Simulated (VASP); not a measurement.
```cif
data_structure
_symmetry_space_group_name_H-M 'P 1'
_symmetry_Int_Tables_number 1
_cell_length_a 3.3499
_cell_length_b 3.3499
_cell_length_c 11.1960
_cell_angle_alpha 90.000
_cell_angle_beta 90.000
_cell_angle_gamma 120.000
_cell_volume 108.81
loop_
_atom_site_label
_atom_site_type_symbol
_atom_site_fract_x
_atom_site_fract_y
_atom_site_fract_z
_atom_site_occupancy
O1 O 0.00000 0.00000 0.05461 1
O2 O 0.66667 0.33333 0.38795 1
O3 O 0.33333 0.66667 0.72128 1
O4 O 0.66667 0.33333 0.27872 1
O5 O 0.33333 0.66667 0.61205 1
O6 O 0.00000 0.00000 0.94539 1
```

Space group R-3m; a structure from a database of computed crystals, not necessarily the ambient phase; not relaxed (largest force 0.3 eV/Å); computed pressure about −4 GPa in this cell.

All numbers below come from Kohn-Sham DFT of a periodic cell, PBE, VASP PAW PBE potentials, gw, light in VASP 6.6.1.

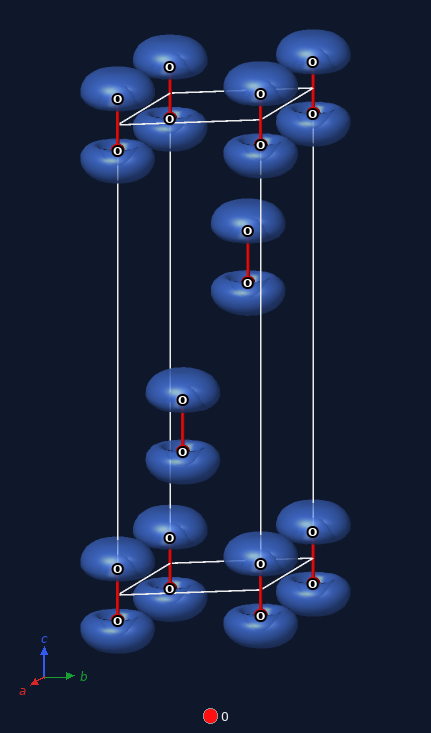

O. Isosurface of the electron localisation function at 0.8 (blue), seen slightly off an axis. Core shells and regions of very low density are left out. Sticks mark near contacts.

Core electrons are frozen (PAW), and the valence fields are smoothed inside the atomic spheres.

Q: Describe the localisation domains.

A: The ELF exceeds this value in six lobes on O, pointing away from the bonds (lone pairs, which may merge into one lobe), counted in one cell of 6 atoms. Regions shared between cells count once. Profiles from the grid: O–O (1.22 Å): the ELF peaks at about 0.80 between the atoms (inside overlapping PAW spheres, so only a guide) (a covalent bond).
